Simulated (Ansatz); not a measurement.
# Nb: 7 runs along one coordinate

System: Nb (Fm-3m, 1 atom in the cell).
Method: Kohn-Sham DFT of a periodic cell, LDA, all-electron LAPW, scalar-relativistic, no spin polarisation (Ansatz 0.2.0).

The 7 runs differ only in the geometry, by an even scaling of the cell at fixed fractional positions. The structure derives from an entry of the Crystallography Open Database.

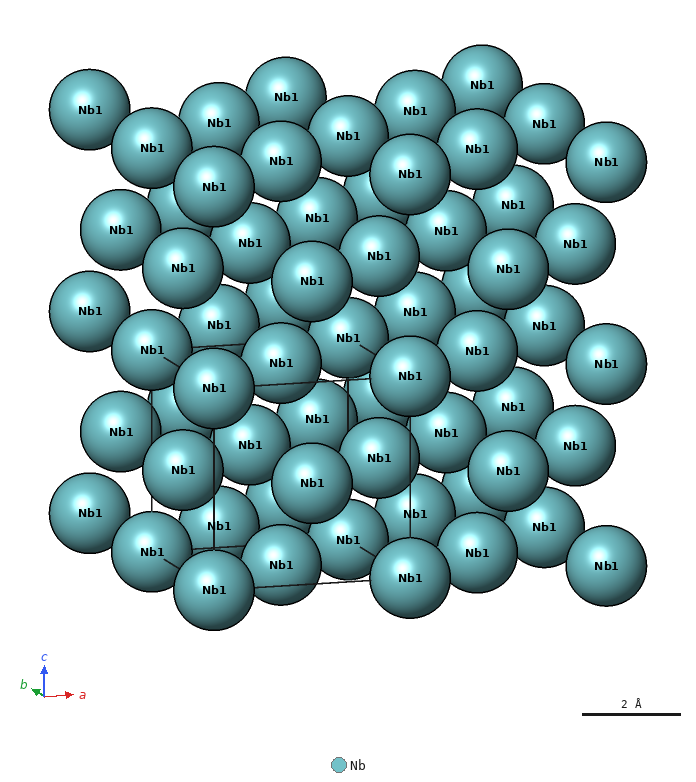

Figure 1. The structure of run 4 (spheres-only view of the cell 4 times as large as that of the calculation, set on its symmetry axes, repeated 2 × 2 × 2, seen slightly off an axis; atoms are numbered from 1 in the order of the input).

## Input of run 4
```yaml
crystal:
  lattice:
    - [0.0, 2.115, 2.115]
    - [2.115, 0.0, 2.115]
    - [2.115, 2.115, 0.0]
  atoms:
    - { symbol: Nb, position: [0.0, 0.0, 0.0] }
kpoints:
  mp_grid: { grid: [11, 11, 11] }
scf:
  occupations: { method: fermi_dirac, width: 0.05 }
hamiltonian:
  xc: lda
  pseudopotentials: { kind: all_electron, lapw: { basis_error: 0.001 } }
output:
  forces: true
  stress: true
  eigenvalues: true
```

Command:
```bash
ansatz run input.yaml --threads 1 --pin off --max-ram 3072MiB --backend cpu --events-out ev --progress --plain --runs-dir out
```

Run 6 differs from it as follows:
```diff
-    - [0.0, 2.115, 2.115]
-    - [2.115, 0.0, 2.115]
-    - [2.115, 2.115, 0.0]
+    - [0.0, 2.1428321391, 2.1428321391]
+    - [2.1428321391, 0.0, 2.1428321391]
+    - [2.1428321391, 2.1428321391, 0.0]
```

## Results, with one run withheld

| run | volume per atom (Å³) | free energy per atom, from the lowest run given (meV) | pressure (GPa) |
| --- | --- | --- | --- |
| 1 | 17.786 | 0.00 | −1.04 |
| 2 | 18.165 | 6.86 | −4.71 |
| 3 | 18.543 | 21.96 | −8.02 |
| 4 | 18.922 | 44.51 | −11.02 |
| 5 | 19.300 | 73.78 | −13.72 |
| 6 | 19.679 | ? | ? |
| 7 | 20.057 | 149.80 | −18.30 |

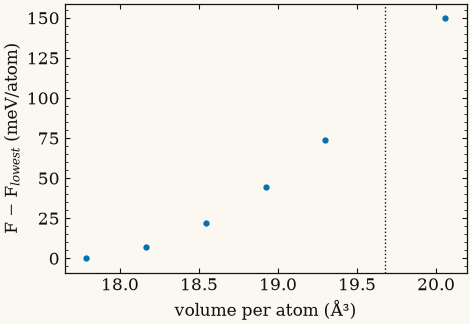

Figure 2. Free energy per atom of the runs given; the dotted line marks run 6.

Fit the runs given and predict run 6.

A cubic polynomial in V^(−2/3) (the Birch–Murnaghan form), fitted to the 6 runs given, misses them by at most 0.03 meV per atom. With x = V^(−2/3) − 0.14158 Å⁻², it reads F = 34.718 − 12248 x + 1.0722e+06 x² − 2.5164e+05 x³ (meV per atom). At run 6 it gives 109.11 meV per atom, and the run itself gives 109.08. The slope of the fit gives a pressure −dF/dV of −16.14 GPa there, and the run prints −16.13 GPa. The fit has no minimum inside this range.

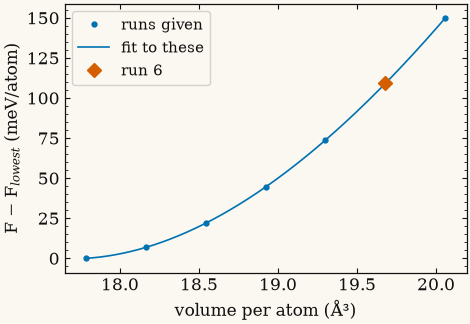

Figure 3. The fit and the withheld run.

## Output, shortened to warnings, some set-up lines, iterations and results (run 6)
```
Basis set: ecut = 194.45823269061964 eV, 113 PW (Γ), exchange–correlation at level 2
Symmetry: 48 space group operations
k-points: 56 of 1331
Initial density: superposition of atomic densities (chi_scale 0.1, normalization cell)
[...]
SCF iter   1: F=—  HF=-103836.284897 eV  |F-HF|=—  |Δ(HF+E_count)|=         —  Δρ=3.72e-2  dr2=1.77e-1  ethr=7.67e-4  ⟨swp⟩=2.6  Hψ=5875  notcnv=0
SCF iter   2: F=—  HF=-103835.723549 eV  |F-HF|=—  |Δ(HF+E_count)|=   5.61e-1  Δρ=1.48e-2  dr2=3.41e-2  ethr=7.67e-4  ⟨swp⟩=2.4  Hψ=2821  notcnv=0
SCF iter   3: F=—  HF=-103835.702930 eV  |F-HF|=—  |Δ(HF+E_count)|=         —  Δρ=5.67e-3  dr2=5.29e-3  ethr=1.48e-4  ⟨swp⟩=2.0  Hψ=2567  notcnv=0
SCF iter   4: F=—  HF=-103835.701857 eV  |F-HF|=—  |Δ(HF+E_count)|=   1.07e-3  Δρ=6.58e-4  dr2=7.96e-5  ethr=3.47e-7  ⟨swp⟩=2.0  Hψ=4366  notcnv=0
SCF iter   5: F=—  HF=-103835.701850 eV  |F-HF|=—  |Δ(HF+E_count)|=   7.13e-6  Δρ=4.40e-5  dr2=3.92e-7  ethr=3.46e-7  ⟨swp⟩=2.0  Hψ=2575  notcnv=0
SCF iter   6: F=-103835.701850 eV  HF=-103835.701850 eV  |F-HF|=1.19e-9  |Δ(HF+E_count)|=   2.05e-8  Δρ=1.13e-6  dr2=9.39e-11  ethr=1.71e-9  ⟨swp⟩=2.6  Hψ=2606  notcnv=0
SCF 1 converged in 6 iterations: F = -103835.701850 eV  dr2 = 9.39e-11
SCF converged after 6 iterations
Free energy (F): -103835.701850 eV
Harris-Foulkes:  -103835.701850 eV  (|F-HF|=1.19e-9)
Internal energy: -103835.689143 eV  (E = F + TS)
E sigma→0 (E₀):  -103835.695497 eV
Entropy (-TS):   -0.012707 eV (-12.707 meV/atom)
Fermi energy:    18.083441 eV
--- Per-component energies (eV) ---
  E_band       = -1814.412580
  E_kinetic    = 107389.155429
  E_xc         = -3127.447012
  E_electrostatic = -208097.397561  (all electrons and nuclei)
  E_smearing   = -0.012707  (= −TS)
  E_closure    = 0.000000  (closes the sum)
  E_atoms      = -103824.909646  (free atoms, spherical and without spin; not in F)
  Σ components = -103835.701850   (vs F -103835.701850, Δ=0.00e0)
  Basis errors (estimates in eV, not in F): energy 2.1e-4 per atom: plane waves 1.7e-4 (8.4e-5 summed), levels above the bands 1.9e-93, relativity 2.0e-9, radial functions 4.2e-5, core shells 7.3e-7; eigenvalues (radial functions only) 2.9e-6; not estimated: angular momenta, meshes, grids; target …
--- Forces (eV/Å), atoms counted from 1 ---
  atom   1  Nb     0.00000000    -0.00000000     0.00000000
  max |Σ_I F_I| component: 9.04e-32 eV/Å
--- Stress (GPa, compression-positive) ---
      -16.134997      -0.000000       0.000000
       -0.000000     -16.134997       0.000000
        0.000000       0.000000     -16.134997
  P = ⅓ Tr σ = -16.1350 GPa (-161.350 kbar)
```
